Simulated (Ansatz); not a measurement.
# Sc₂AlN₂: what the fields show

Input

```
crystal:
  lattice:
    - [-1.6019426512, 1.6019426512, 6.0957625172]
    - [1.6019426512, -1.6019426512, 6.0957625172]
    - [1.6019426512, 1.6019426512, -6.0957625172]
  atoms:
    - { symbol: Sc, position: [0.660764402, 0.660764402, 0.0] }
    - { symbol: Sc, position: [0.339235598, 0.339235598, 0.0] }
    - { symbol: Al, position: [0.0, 0.0, 0.0] }
    - { symbol: "N", position: [0.8395914773, 0.8395914773, 0.0] }
    - { symbol: "N", position: [0.1604085227, 0.1604085227, 0.0] }
basis:
  ecutwfc: 500
kpoints:
  mp_grid: { grid: [14, 14, 14] }
  band_path:
    path:
      - [[0.0, 0.0, 0.0], [0.0, 0.0, 0.5], [0.25, 0.25, 0.25], [0.0, 0.5, 0.0], [0.0, 0.0, 0.0], [0.5, 0.5, -0.5], [0.26726545, 0.73273455, -0.26726545]]
      - [[-0.26726545, 0.26726545, 0.26726545], [0.0, 0.0, 0.0]]
      - [[0.0, 0.0, 0.5], [-0.0345309, 0.0345309, 0.5]]
      - [[0.5, 0.5, -0.0345309], [0.5, 0.5, -0.5]]
    npoints: 14
hamiltonian:
  xc: r2scan
scf:
  occupations: { method: gaussian, width: 0.1 }
  n_extra_bands: 12
output:
  forces: true
  stress: true
  eigenvalues: true
  populations: true
  dos: { projected: true, de: 0.02, nscf_kmesh: { grid: [17, 17, 17] } }
  bader: true
  write_density: true
  write_potential: true
  elf: true
  volumetric_format: npy
```

Launched as:

```sh
ansatz run input.yaml --threads 1 --pin off --max-ram 2560MiB --backend cpu --events-out ev --progress --plain --runs-dir out
```

Below, planes, directions and counts refer to the conventional cell (a = 3.20 Å, b = 3.20 Å, c = 12.19 Å, α = 90.00°, β = 90.00°, γ = 90.00°).

Space group I4/mmm; a structure from a database of computed crystals, not necessarily the ambient phase; a generated structure, not necessarily the stable one; computed without spin polarisation.

Method: DFT r2SCAN, scalar-relativistic, plane waves, PAW (Ansatz).

Core electrons are frozen (PAW), and the valence fields are smoothed inside the atomic spheres.

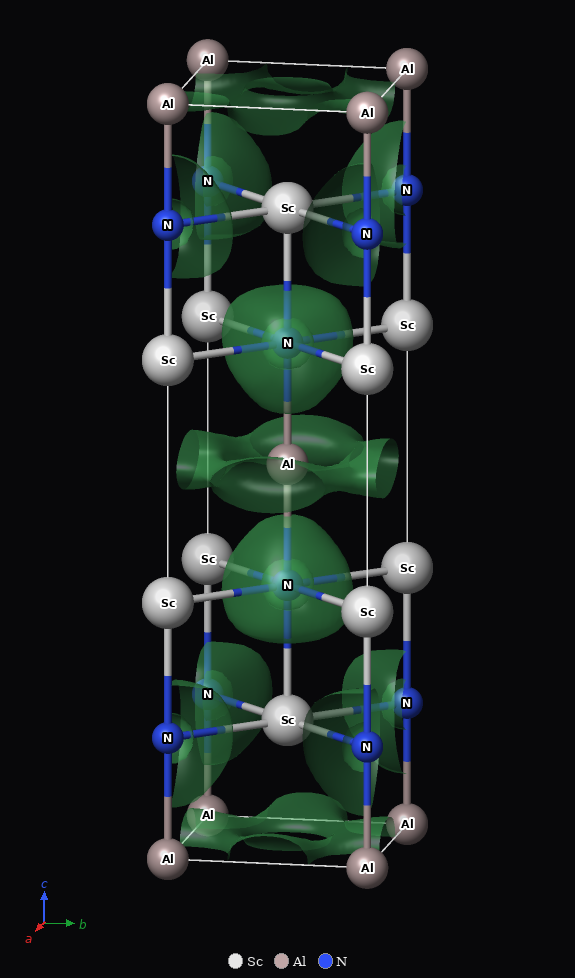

Figure 1. Isosurface of the electron localisation function at 0.65 (green), seen slightly off an axis. Only the valence region is drawn (cores and ρ < 0.01 e/Å³ removed). Sticks mark near contacts.

### Where are the electrons localised?

At this value the surface marks out four regions on N in which the atom's valence shell and bonds are merged and sheets that run through the cell in two directions, counted in one cell of 10 atoms. Regions shared between cells count once. Along the contacts the grid gives the following. Al–N (1.96 Å): the ELF peaks at about 0.85 in the valence shell of N, 0.7 Å from its nucleus, and is about 0.75 at the midpoint. Sc–N (2.18 Å): the ELF peaks at about 0.80 in the valence shell of N, 0.7 Å from its nucleus, and is about 0.15 at the midpoint (no shared electron pair shows on this line).

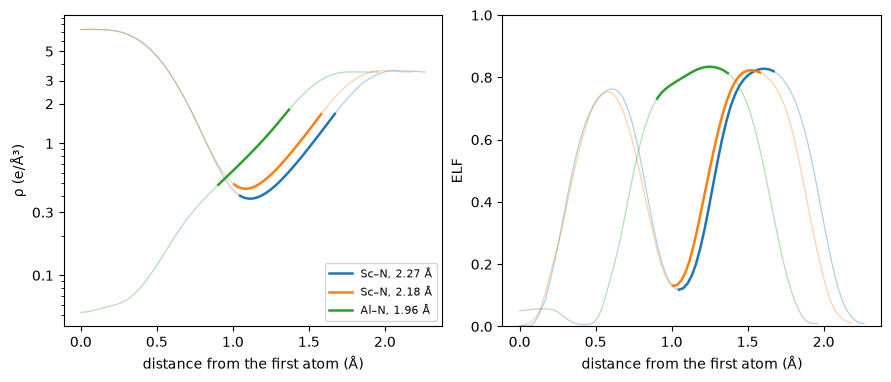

Figure 2. Valence electron density and electron localisation function along straight lines between neighbouring atoms. Thin, pale parts lie inside the atomic spheres.

### What can be read from the curves?

Sc–N (2.27 Å): ρ at the midpoint is about 0.38 e/Å³; the ELF peaks at about 0.85 in the valence shell of N, 0.7 Å from its nucleus, and is about 0.15 at the midpoint; no localised pair shows between them.
Sc–N (2.18 Å): the density is about 0.45 e/Å³ at the midpoint; the ELF peaks at about 0.80 in the valence shell of N, 0.7 Å from its nucleus, and is about 0.15 at the midpoint: no localised pair shows between them.
Al–N (1.96 Å): ρ is about 0.59 e/Å³ halfway; the ELF peaks at about 0.85 in the valence shell of N, 0.7 Å from its nucleus, and is about 0.75 at the midpoint.

### Does the calculation give a band gap?

It is gapless in this calculation (a metal or semimetal).

### What Bader charges does the calculation give?

Electrons move from Sc and Al towards N. Bader charges: Sc +1.76, Al +0.74 and N −2.13 e.
